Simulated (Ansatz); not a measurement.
# A series of single points on Zr

System: Zr (P6₃/mmc, 2 atoms in the cell).
Method: Kohn-Sham DFT of a periodic cell, PBE, Ansatz PAW, no spin polarisation (Ansatz 0.2.0).

The 6 runs differ only in the geometry, by an even scaling of the cell at fixed fractional positions. The structure derives from an entry of the Crystallography Open Database.

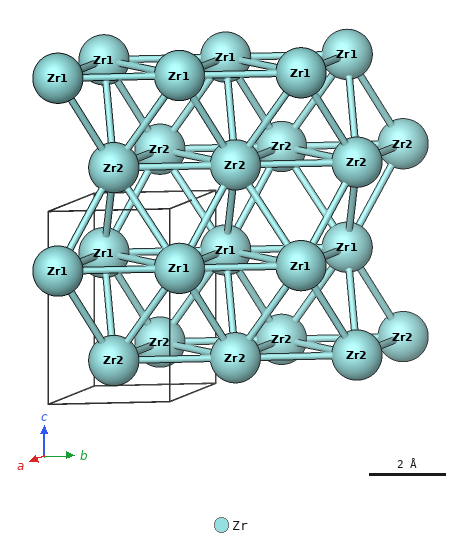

Figure 1. The structure of run 4 (ball-and-stick view of the cell of the calculation, repeated 2 × 3 × 2, seen slightly off an axis; atoms are numbered from 1 in the order of the input). An atom can appear more than once, as a periodic image.

### Input of run 4
```yaml
crystal:
  lattice:
    - [3.232, 0.0, 0.0]
    - [-1.616, 2.798994105, 0.0]
    - [0.0, 0.0, 5.147]
  atoms:
    - { symbol: Zr, position: [0.6666666667, 0.3333333333, 0.75] }
    - { symbol: Zr, position: [0.3333333333, 0.6666666667, 0.25] }
hamiltonian:
  xc: pbe
  pseudopotentials: { kind: paw }
kpoints:
  mp_grid: { grid: [9, 9, 5] }
scf:
  occupations: { method: fermi_dirac, width: 0.05 }
output:
  forces: true
  stress: true
  eigenvalues: true
```

Command:
```bash
ansatz run input.yaml --threads 2 --pin off --max-ram 5632MiB --backend cpu --events-out ev --progress --plain --runs-dir out
```

Run 5 differs from it as follows:
```diff
-    - [3.232, 0.0, 0.0]
-    - [-1.616, 2.798994105, 0.0]
-    - [0.0, 0.0, 5.147]
+    - [3.2534045973, 0.0, 0.0]
+    - [-1.6267022986, 2.81753103, 0.0]
+    - [0.0, 0.0, 5.1810870861]
```

### Results, with one run withheld

| run | volume per atom (Å³) | free energy per atom, from the lowest run given (meV) | pressure (GPa) |
| --- | --- | --- | --- |
| 1 | 21.884 | 31.52 | 7.03 |
| 2 | 22.350 | 14.58 | 4.66 |
| 3 | 22.815 | 4.25 | 2.48 |
| 4 | 23.281 | 0.00 | 0.48 |
| 5 | 23.746 | ? | ? |
| 6 | 24.212 | 7.78 | −3.06 |

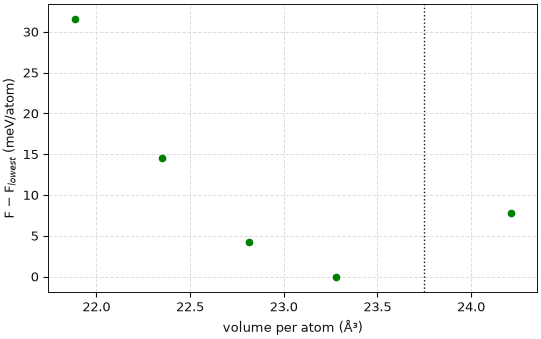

Figure 2. Free energy per atom of the runs given; the dotted line marks run 5.

Estimate the energy of run 5 from the others.

A cubic polynomial in V^(−2/3) (the Birch–Murnaghan form), fitted to the 5 runs given, misses them by at most 0.01 meV per atom. With x = V^(−2/3) − 0.12406 Å⁻², it reads F = 3.2411 + 3746.9 x + 1.0204e+06 x² − 3.3681e+06 x³ (meV per atom). At run 5 it gives 1.32 meV per atom, and the run itself gives 1.32. The slope of the fit gives a pressure −dF/dV of −1.36 GPa there, and the run prints −1.36 GPa. The fit has its minimum at 23.398 Å³ per atom, where V d²F/dV² gives 94.5 GPa. Cell shape and fractional positions are held, so this is the stiffness under even scaling; the relaxed bulk modulus wasn't computed.

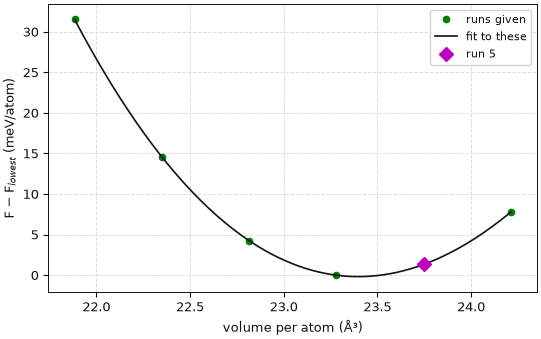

Figure 3. The fit and the withheld run.

### Output, shortened to warnings, some set-up lines, iterations and results (run 5)
```
Basis set: ecut = 420 eV, 941 PW (Γ), exchange–correlation on 48×48×72 points (8 copies of the dense FFT grid, shifted against one another)
Symmetry: 24 space group operations
k-points: 36 of 405
Initial density: superposition of atomic densities (neutral atoms: chi_scale 0, normalization atom), corrected by the library's trained network
[...]
SCF iter   1: F=—  HF=-8367.682182 eV  |F-HF|=—  |Δ(HF+E_count)|=         —  Δρ=3.23e-3  dr2=2.46e-3  ethr=1.77e-3  ⟨swp⟩=4.8  Hψ=2460  notcnv=0
SCF iter   2: F=—  HF=-8367.681261 eV  |F-HF|=—  |Δ(HF+E_count)|=   9.22e-4  Δρ=1.92e-3  dr2=9.45e-4  ethr=1.03e-5  ⟨swp⟩=2.8  Hψ=1237  notcnv=0
SCF iter   3: F=—  HF=-8367.681494 eV  |F-HF|=—  |Δ(HF+E_count)|=   2.34e-4  Δρ=3.03e-4  dr2=3.15e-5  ethr=3.94e-6  ⟨swp⟩=2.7  Hψ=941  notcnv=0
SCF iter   4: F=—  HF=-8367.681487 eV  |F-HF|=—  |Δ(HF+E_count)|=   7.57e-6  Δρ=9.60e-5  dr2=3.77e-6  ethr=1.31e-7  ⟨swp⟩=2.8  Hψ=968  notcnv=0
SCF iter   5: F=-8367.681486 eV  HF=-8367.681486 eV  |F-HF|=8.66e-9  |Δ(HF+E_count)|=   3.30e-7  Δρ=1.44e-5  dr2=7.21e-8  ethr=1.57e-8  ⟨swp⟩=3.0  Hψ=1018  notcnv=0
SCF iter   6: F=-8367.681486 eV  HF=-8367.681486 eV  |F-HF|=1.54e-9  |Δ(HF+E_count)|=   7.52e-9  Δρ=2.84e-6  dr2=3.35e-9  ethr=3.00e-10  ⟨swp⟩=2.0  Hψ=1881  notcnv=0
SCF 1 converged in 6 iterations: F = -8367.681486 eV  dr2 = 3.35e-9
SCF converged after 6 iterations
Free energy (F): -8367.681486 eV
Harris-Foulkes:  -8367.681486 eV  (|F-HF|=1.54e-9)
Internal energy: -8367.665713 eV  (E = F + TS)
E sigma→0 (E₀):  -8367.673600 eV
Entropy (-TS):   -0.015773 eV (-7.887 meV/atom)
Fermi energy:    13.700805 eV
--- Per-component energies (eV) ---
  E_band       = -201.857433
  E_kinetic    = 664.087431
  E_local      = -1272.203671  (includes V_loc(G=0)·N_el)
  E_nonlocal   = 160.891445
  E_hartree    = 393.570391
  E_xc         = -322.506177
  E_vxc        = -380.757824  (∫ρ·V_xc dr)
  E_paw        = -5908.156694  (= ΣΔE_a)
  E_vpaw       = -161.014046  (= ΣTr[D̂ρ^β])
  E_aug_tail   = 0.000049  (compensation charges beyond the density's cutoff)
  E_ewald      = -2083.348487
  E_smearing   = -0.015773  (= −TS)
  E_closure    = 0.000000  (closes the sum)
  Σ components = -8367.681486   (vs F -8367.681486, Δ=0.00e0)
--- Forces (eV/Å), atoms counted from 1 ---
  atom   1  Zr    -0.00000000    -0.00000000    -0.00000000
  atom   2  Zr     0.00000000     0.00000000     0.00000000
  max |Σ_I F_I| component: 9.25e-18 eV/Å
--- Stress (GPa, compression-positive) ---
       -1.600990       0.000000       0.000000
        0.000000      -1.600990       0.000000
        0.000000       0.000000      -0.888721
  P = ⅓ Tr σ = -1.3636 GPa (-13.636 kbar)
```
